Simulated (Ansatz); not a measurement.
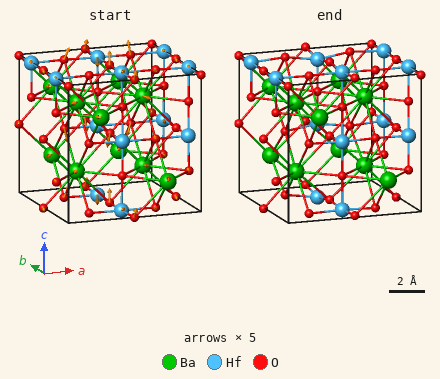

The structure of a defect cell of composition Ba$_{8}$Hf$_{8}$O$_{23}$ (cell charge +2) before (left) and after (right) a relaxation, at one scale. The orange arrows give the displacements, magnified 5 times.

Style: ball-and-stick. Shown: the cell of the calculation (origin shifted), slightly off an axis.

Method: DFT, PBEsol, PAW, plane waves (Ansatz 0.2.0). Settings: plane-wave cutoff 420 eV; k-point mesh 1 × 1 × 1; mesh shifted by (0.25, 0.25, 0.25); no spin polarisation; atoms relaxed in a fixed cell; force threshold 0.03 eV/Å; at most 80 steps.

**Describe what moved and what it gained.**

The largest moves, 0.18 Å, are those of O atoms. By element the largest moves are O 0.18 Å, Hf 0.14 Å, Ba 0.12 Å. The cell doesn't change. Among the contacts that change: Ba–O 2.868 → 3.107 Å, Ba–Hf 3.553 → 3.754 Å, Ba–O 2.921 → 3.118 Å, Ba–O 2.940 → 3.109 Å. Among the angles between lasting bonds that change: O–Hf–O 179.5° → 163.4°, Hf–O–Hf 179.8° → 168.3°, Hf–O–Hf 179.2° → 168.0°. The energy falls by 1.859 eV per cell of the calculation in 7 geometry steps. Largest force component: 4.5 eV/Å at the start, 0.004 eV/Å at the end.

Limits of the set-up: the periodic images lie only 8.3 Å apart, so the values are limited by the cell's size; the cell is charged, on a uniform background, and energies carry no finite-size correction.
